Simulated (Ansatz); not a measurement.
A series of calculations on Br

Part 1: Relaxation

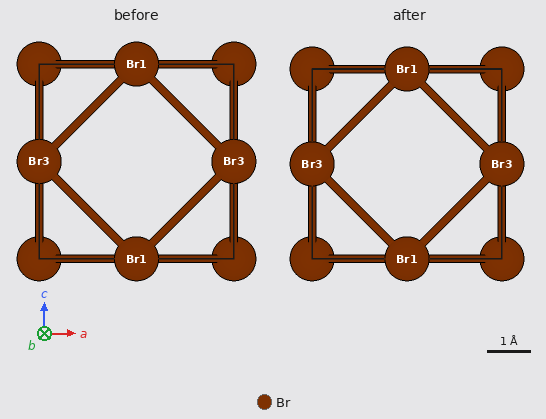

The structure of a crystal of Br (set up in Pm-3m) before (left) and after (right) a relaxation, at one scale.

A ball-and-stick model of the cell of the calculation, seen along the b axis.

Computed with DFT PBE+D3(BJ), scalar-relativistic, plane waves, PAW (Ansatz).

Input
```yaml
crystal:
  lattice:
    - [4.5976403833, 0.0, 0.0]
    - [0.0, 4.5976403833, 0.0]
    - [0.0, 0.0, 4.5976403833]
  atoms:
    - { symbol: Br, position: [0.5, 0.0, 0.0] }
    - { symbol: Br, position: [0.0, 0.5, 0.0] }
    - { symbol: Br, position: [0.0, 0.0, 0.5] }
basis:
  ecutwfc: 420
kpoints:
  mp_grid: { grid: [10, 10, 10] }
hamiltonian:
  xc: pbe
  dispersion: d3bj
scf:
  occupations: { method: gaussian, width: 0.1 }
output:
  forces: true
  stress: true
  eigenvalues: true
relax:
  adjacent_minimum: "off"
  f_tol: 0.005
  max_steps: 80
  cell: { stress_tol: 0.05 }
```

### What changed between the two?

No atom moves by more than 0.005 Å relative to the cell. Cell: a = b = c 4.598 → 4.481 Å (−2.5 %). Volume −7.4 %. Some distances before and after: Br1–Br2 3.251 → 3.169 Å. The space group stays Pm-3m (No. 221). After 3 accepted moves (4 points after the start) the energy has fallen by 44.1 meV per cell of the calculation. All forces vanish by symmetry, so only the cell relaxes. Pressure: −1.81 GPa at the start and 0.01 GPa at the end. The SCF was repeated once at an unchanged geometry on a basis and grid sized afresh for the cell, which shifted the energy by 0.5 meV per cell of the calculation at most.

Limits of the set-up: an odd number of electrons was run without spin polarisation, which fails if the electron would localise.

Part 2: Relaxation

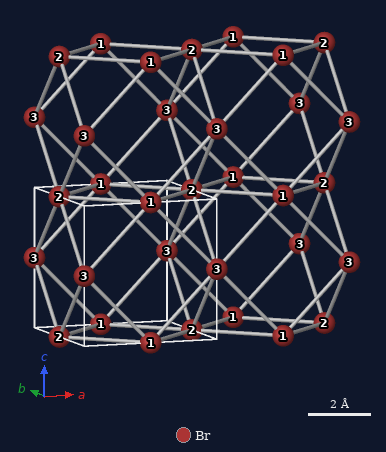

A crystal of Br (set up in Pm-3m), before the relaxation. A ball-and-stick model of the cell of the calculation, repeated 2 × 1 × 2 with one cell outlined, seen slightly off an axis.

All numbers below come from DFT r2SCAN, scalar-relativistic, plane waves, PAW in Ansatz 0.2.0.

The input:
```yaml
crystal:
  lattice:
    - [4.5976403833, 0.0, 0.0]
    - [0.0, 4.5976403833, 0.0]
    - [0.0, 0.0, 4.5976403833]
  atoms:
    - { symbol: Br, position: [0.5, 0.0, 0.0], spin: 0.95 }
    - { symbol: Br, position: [0.0, 0.5, 0.0], spin: 0.95 }
    - { symbol: Br, position: [0.0, 0.0, 0.5], spin: 0.95 }
basis:
  ecutwfc: 500
kpoints:
  mp_grid: { grid: [10, 10, 10] }
hamiltonian:
  xc: r2scan
scf:
  occupations: { method: gaussian, width: 0.1 }
output:
  forces: true
  stress: true
  eigenvalues: true
  populations: true
magnetization:
  spin_polarized: true
relax:
  adjacent_minimum: "off"
  f_tol: 0.005
  max_steps: 80
  cell: { stress_tol: 0.05 }
```

Q: Predict the outcome.

A: The atoms keep their places relative to the cell (all moves are under 0.005 Å). Cell: a = b = c 4.598 → 4.642 Å (+1.0 %). Volume +2.9 %. Near-neighbour distances that change, for instance: Br1–Br2 3.251 → 3.283 Å. The space group stays Pm-3m (No. 221). The energy falls by 1.3 meV per atom in 2 accepted moves (3 points after the start). All forces vanish by symmetry, so only the cell relaxes. Pressure: 0.44 GPa at the start and 0.01 GPa at the end. At 1 point the geometry stayed and the basis and grid were re-selected for the new cell (energy shift of 0.1 meV per atom at most each time). The run took of the order of 110 core-seconds on a shared host.

The end point in the same view:

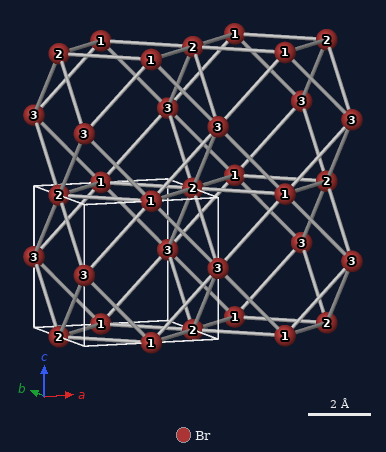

Part 3: Scan

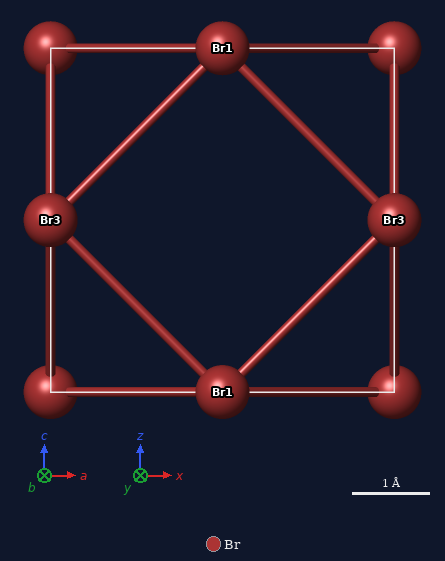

A scan of solid Br (Pm-3m): the ratio of the cell's length along z to its lengths across, counted as 1 for the reference, is changed at fixed volume (a tetragonal or Bain path), with the atoms kept at their fractional coordinates. x, y and z are the Cartesian axes of the input. The picture shows the reference cell. The picture is a ball-and-stick view of the cell of the calculation, seen along the b axis.

Method: DFT PBE+D3(BJ), scalar-relativistic, plane waves, PAW (Ansatz). (plane-wave cutoff 420 eV; k-point mesh 12 × 12 × 12; occupations gaussian; smearing width 0.15 eV; no spin polarisation). Energies (free energies at the smearing named) are counted from the relaxed crystal.

The input:
```yaml
crystal:
  lattice:
    - [4.4810828012, 0.0, 0.0]
    - [0.0, 4.4810828012, 0.0]
    - [0.0, 0.0, 4.4810828012]
  atoms:
    - { symbol: Br, position: [0.5, 0.0, 0.0] }
    - { symbol: Br, position: [0.0, 0.5, 0.0] }
    - { symbol: Br, position: [0.0, 0.0, 0.5] }
basis:
  ecutwfc: 420
kpoints:
  mp_grid: { grid: [12, 12, 12] }
hamiltonian:
  xc: pbe
  dispersion: d3bj
scf:
  occupations: { method: gaussian, width: 0.15 }
output:
  forces: true
  stress: true
  eigenvalues: true
```

> What energies does the calculation give (the relative ratio: 0.707, 0.780, 0.850, 1.000, 1.200, 1.300, 1.414)?

```csv
axial ratio over its reference value,E − E(ref) (meV/atom)
0.707,−42.4
0.780,−38.6
0.850,−22.7
1.000,0.0
1.200,−21.6
1.300,−36.5
1.414,−50.3
```

The lowest computed point lies at the relative ratio 1.414 (−50.3 meV/atom). A local maximum lies at 1.00 (0.0 meV/atom). The energy is still falling at the end of the range, so the minimum along this coordinate lies there or beyond. At the ends of the scan the energy is −42.4 meV/atom (0.707) and −50.3 meV/atom (1.414). The distortion takes the space group from Pm-3m to P4/mmm. At the relative ratio 1.414 the cell of the drawing goes a 4.481 → 3.992 Å, b 4.481 → 3.992 Å, c 4.481 → 5.645 Å.

The computed profile:

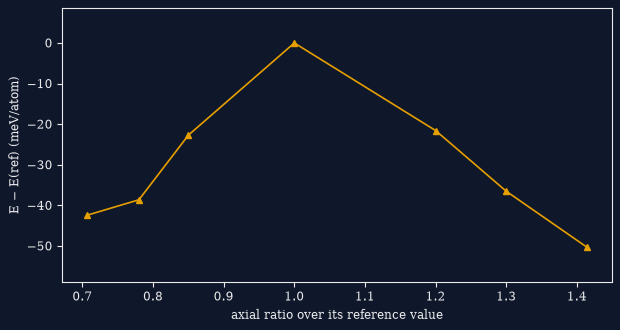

Limits of the set-up: an odd number of electrons was run without spin polarisation, which fails if the electron would localise.
